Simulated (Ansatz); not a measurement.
# Two runs on CuO

System: CuO (C2/c, 4 atoms in the cell).
Method of run 1: Kohn-Sham DFT of a periodic cell, PBE, Ansatz PAW, no spin polarisation (Ansatz 0.2.0).

The structure derives from an entry of the Crystallography Open Database. Text and figures count atoms from 1; the logs count them from 0 in places.

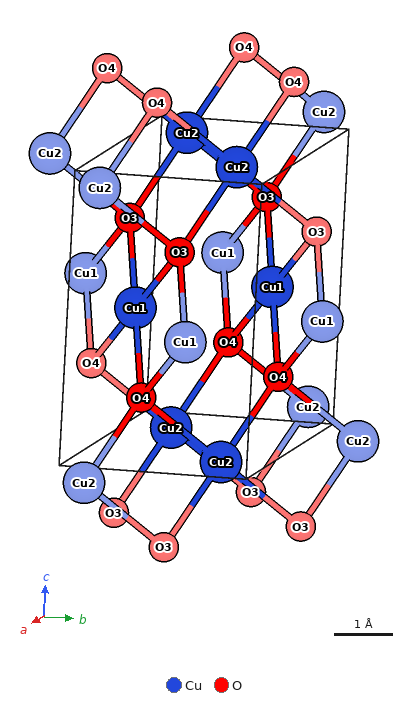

Figure 1. The structure (ball-and-stick view of the cell 2 times as large as that of the calculation, set on its symmetry axes, seen slightly off an axis; neighbours outside the cell are drawn fainter; atoms are numbered from 1 in the order of the input). Near neighbours in the crystal (not all of them lie inside the picture): Cu has 4 O at 1.95 to 1.96 Å; O has 4 Cu at 1.95 to 1.96 Å.

### Input, run 1
```yaml
crystal:
  lattice:
    - [2.34185, -1.7113, 0.0]
    - [2.34185, 1.7113, 0.0]
    - [-0.8500274268, 0.0, 5.0578693947]
  atoms:
    - { symbol: Cu, position: [0.5, 0.0, 0.5] }
    - { symbol: Cu, position: [0.0, 0.5, 0.0] }
    - { symbol: O, position: [0.4184, 0.5816, 0.75] }
    - { symbol: O, position: [0.5816, 0.4184, 0.25] }
hamiltonian:
  xc: pbe
  pseudopotentials: { kind: paw }
kpoints:
  mp_grid: { grid: [10, 10, 5] }
scf:
  occupations: { method: fermi_dirac, width: 0.05 }
basis:
  ecutwfc: "250 eV"
output:
  forces: true
  stress: true
  eigenvalues: true
  write_density: true
  write_potential: true
  elf: true
  volumetric_format: npy
```

Command:
```bash
ansatz run input.yaml --threads 2 --pin off --max-ram 5120MiB --backend cpu --events-out ev --progress --plain --runs-dir out
```

Hardware: 2 threads of Arm Neoverse V1, 24 GiB of memory available, shared host.

### Output, shortened to warnings, some set-up lines, iterations and results (run 1)
```
Warning: basis.ecutwfc = 250 eV is below the records' recommended 420 eV, and the density's cutoff is lower with it unless basis.ecutrho_ratio is high enough to keep the records' density cutoff: compare with a run at a higher cutoff
Basis set: ecut = 250 eV, 371 PW (Γ), exchange–correlation on 30×30×54 points (8 copies of the dense FFT grid, shifted against one another)
Symmetry: 4 space group operations
k-points: 141 of 500
Initial density: superposition of atomic densities (neutral atoms: chi_scale 0, normalization atom), corrected by the library's trained network
[...]
SCF iter   1: F=—  HF=-14374.698967 eV  |F-HF|=—  |Δ(HF+E_count)|=         —  Δρ=5.94e-2  dr2=4.76e-1  ethr=1.77e-3  ⟨swp⟩=4.0  Hψ=13785  notcnv=0
SCF iter   2: F=—  HF=-14374.155007 eV  |F-HF|=—  |Δ(HF+E_count)|=   5.44e-1  Δρ=4.13e-2  dr2=4.14e-1  ethr=9.52e-4  ⟨swp⟩=2.0  Hψ=9588  notcnv=0
SCF iter   3: F=—  HF=-14374.117552 eV  |F-HF|=—  |Δ(HF+E_count)|=   3.75e-2  Δρ=2.07e-2  dr2=1.25e-1  ethr=8.28e-4  ⟨swp⟩=2.0  Hψ=4849  notcnv=0
SCF iter   4: F=—  HF=-14374.080403 eV  |F-HF|=—  |Δ(HF+E_count)|=   3.71e-2  Δρ=2.56e-3  dr2=2.09e-3  ethr=2.49e-4  ⟨swp⟩=2.0  Hψ=4957  notcnv=0
SCF iter   5: F=—  HF=-14374.081318 eV  |F-HF|=—  |Δ(HF+E_count)|=   9.14e-4  Δρ=5.23e-4  dr2=9.42e-5  ethr=4.18e-6  ⟨swp⟩=2.0  Hψ=7213  notcnv=0
SCF iter   6: F=—  HF=-14374.081293 eV  |F-HF|=—  |Δ(HF+E_count)|=   2.49e-5  Δρ=1.57e-4  dr2=1.05e-5  ethr=1.88e-7  ⟨swp⟩=1.1  Hψ=4384  notcnv=0
SCF iter   7: F=—  HF=-14374.081298 eV  |F-HF|=—  |Δ(HF+E_count)|=   4.82e-6  Δρ=3.65e-5  dr2=4.15e-7  ethr=2.10e-8  ⟨swp⟩=2.3  Hψ=5926  notcnv=0
SCF iter   8: F=-14374.081298 eV  HF=-14374.081298 eV  |F-HF|=5.98e-9  |Δ(HF+E_count)|=   3.50e-7  Δρ=8.12e-6  dr2=2.42e-8  ethr=2.00e-10  ⟨swp⟩=7.8  Hψ=24808  notcnv=0
SCF 1 converged in 8 iterations: F = -14374.081298 eV  dr2 = 2.42e-8
SCF converged after 8 iterations
Free energy (F): -14374.081298 eV
Harris-Foulkes:  -14374.081298 eV  (|F-HF|=5.98e-9)
Internal energy: -14374.061664 eV  (E = F + TS)
E sigma→0 (E₀):  -14374.071481 eV
Entropy (-TS):   -0.019634 eV (-4.909 meV/atom)
Fermi energy:    11.837024 eV
--- Per-component energies (eV) ---
  E_band       = -882.453416
  E_kinetic    = 963.320685
  E_local      = -9715.220085  (includes V_loc(G=0)·N_el)
  E_nonlocal   = 948.285645
  E_hartree    = 4231.956392
  E_xc         = -326.574439
  E_vxc        = -419.159518  (∫ρ·V_xc dr)
  E_paw        = -3711.497024  (= ΣΔE_a)
  E_vpaw       = -1123.589783  (= ΣTr[D̂ρ^β])
  E_aug_tail   = -0.004906  (compensation charges beyond the density's cutoff)
  E_ewald      = -6764.327933
  E_smearing   = -0.019634  (= −TS)
  E_closure    = -0.000000  (closes the sum)
  Σ components = -14374.081298   (vs F -14374.081298, Δ=0.00e0)
--- Forces (eV/Å), atoms counted from 1 ---
  atom   1  Cu     0.00000000     0.00000000     0.00000000
  atom   2  Cu     0.00000000     0.00000000    -0.00000000
  atom   3  O     -0.00000000    -0.25500924    -0.00000000
  atom   4  O      0.00000000     0.25500924     0.00000000
  max |Σ_I F_I| component: 1.26e-29 eV/Å
--- Stress (GPa, compression-positive) ---
        3.023608       0.000000       0.617615
        0.000000       6.543648       0.000000
        0.617607       0.000000       0.022322
  P = ⅓ Tr σ = 3.1965 GPa (31.965 kbar)
```

For run 2 the input was changed thus:
```diff
-  pseudopotentials: { kind: paw }
+  pseudopotentials: { kind: paw, accuracy: stringent }
-basis:
-  ecutwfc: "250 eV"
```

What does this change do to the results?

The total energies belong to different models, so their difference says nothing on which is more stable or more accurate. The pressure goes from 3.20 to 5.89 GPa. The number of SCF iterations is the same. The plane waves at Γ go from 371 to 3967. On the same kind of shared host run 2 took about 5.4 times as long.

### Output, shortened to warnings, some set-up lines, iterations and results (run 2)
```
Warning: The stringent table, which hamiltonian.pseudopotentials names, holds the potential of the library's standard table for Cu, O (one content_sha256, or a second file that the publisher made of the same generator input, which states another). The run takes no other species from the library, so that hamiltonian.pseudopotentials.accuracy: standard would change no potential of it. For O the …
Basis set: ecut = 1224.512381 eV, 3967 PW (Γ), exchange–correlation on 108×108×192 points (8 copies of the dense FFT grid, shifted against one another)
Symmetry: 4 space group operations
k-points: 141 of 500
Initial density: superposition of atomic densities (chi_scale 0.1, normalization cell, long waves kept (reshape's long-wave potential 0.00 eV rms))
[...]
SCF iter   1: F=—  HF=-6931.179467 eV  |F-HF|=—  |Δ(HF+E_count)|=         —  Δρ=1.20e-1  dr2=2.83e0  ethr=3.10e-3  ⟨swp⟩=5.4  Hψ=13653  notcnv=0
SCF iter   2: F=—  HF=-6930.647251 eV  |F-HF|=—  |Δ(HF+E_count)|=   5.32e-1  Δρ=4.32e-2  dr2=2.48e-1  ethr=3.10e-3  ⟨swp⟩=2.0  Hψ=5910  notcnv=0
SCF iter   3: F=—  HF=-6930.606491 eV  |F-HF|=—  |Δ(HF+E_count)|=   4.08e-2  Δρ=1.54e-2  dr2=3.27e-2  ethr=7.29e-4  ⟨swp⟩=2.0  Hψ=3520  notcnv=0
SCF iter   4: F=—  HF=-6930.606483 eV  |F-HF|=—  |Δ(HF+E_count)|=   7.79e-6  Δρ=2.33e-3  dr2=1.99e-3  ethr=9.63e-5  ⟨swp⟩=2.0  Hψ=4368  notcnv=0
SCF iter   5: F=—  HF=-6930.607367 eV  |F-HF|=—  |Δ(HF+E_count)|=   8.84e-4  Δρ=5.17e-4  dr2=5.22e-5  ethr=5.85e-6  ⟨swp⟩=2.8  Hψ=5835  notcnv=0
SCF iter   6: F=—  HF=-6930.607432 eV  |F-HF|=—  |Δ(HF+E_count)|=   6.45e-5  Δρ=1.86e-4  dr2=9.74e-6  ethr=1.54e-7  ⟨swp⟩=2.3  Hψ=5385  notcnv=0
SCF iter   7: F=—  HF=-6930.607432 eV  |F-HF|=—  |Δ(HF+E_count)|=   4.36e-7  Δρ=3.89e-5  dr2=4.98e-7  ethr=2.87e-8  ⟨swp⟩=2.4  Hψ=5428  notcnv=0
SCF iter   8: F=-6930.607433 eV  HF=-6930.607432 eV  |F-HF|=1.27e-8  |Δ(HF+E_count)|=   2.33e-7  Δρ=8.23e-6  dr2=1.87e-8  ethr=2.94e-10  ⟨swp⟩=9.3  Hψ=23039  notcnv=0
SCF 1 converged in 8 iterations: F = -6930.607433 eV  dr2 = 1.87e-8
SCF converged after 8 iterations
Free energy (F): -6930.607433 eV
Harris-Foulkes:  -6930.607432 eV  (|F-HF|=1.27e-8)
Internal energy: -6930.588145 eV  (E = F + TS)
E sigma→0 (E₀):  -6930.597789 eV
Entropy (-TS):   -0.019287 eV (-4.822 meV/atom)
Fermi energy:    9.862447 eV
--- Per-component energies (eV) ---
  E_band       = 158.286092
  E_kinetic    = 997.279991
  E_local      = -2824.802695  (includes V_loc(G=0)·N_el)
  E_nonlocal   = 708.597870
  E_hartree    = 1111.312420
  E_xc         = -1415.133638
  E_vxc        = -953.703526  (∫ρ·V_xc dr)
  E_paw        = -2703.925056  (= ΣΔE_a)
  E_vpaw       = 8.288843  (= ΣTr[D̂ρ^β])
  E_aug_tail   = 0.000040  (compensation charges beyond the density's cutoff)
  E_ewald      = -2803.917077
  E_smearing   = -0.019287  (= −TS)
  E_closure    = -0.000000  (closes the sum)
  Σ components = -6930.607433   (vs F -6930.607433, Δ=0.00e0)
--- Forces (eV/Å), atoms counted from 1 ---
  atom   1  Cu     0.00000000    -0.00000000     0.00000000
  atom   2  Cu     0.00000000     0.00000000     0.00000000
  atom   3  O      0.00000000    -0.25159675     0.00000000
  atom   4  O      0.00000000     0.25159675     0.00000000
  max |Σ_I F_I| component: 1.26e-29 eV/Å
--- Stress (GPa, compression-positive) ---
        5.648395      -0.000000      -1.170983
       -0.000000       7.029605       0.000000
       -1.170984       0.000000       4.994173
  P = ⅓ Tr σ = 5.8907 GPa (58.907 kbar)
```

### The two runs side by side

```csv
quantity,run 1,run 2
outcome,converged,converged
free energy per atom (eV),−3593.5203,−1732.6519
"energy per atom, smearing taken to zero (eV)",−3593.5179,−1732.6494
gap on the mesh (eV),0.00,0.00
pressure (GPa),3.20,5.89
largest force (eV/Å),0.255,0.252
SCF iterations,8,8
irreducible k-points,141,141
plane waves at Γ,371,3967
wall time (shared host),3.3 s,18 s
```

For both runs: The run has no spin polarisation, so a magnetic state may lie lower. For run 1: Warnings: the cutoff is below the recommended one. For run 2: The cell is under a pressure of 5.9 GPa at this level, so it is not at its equilibrium volume.
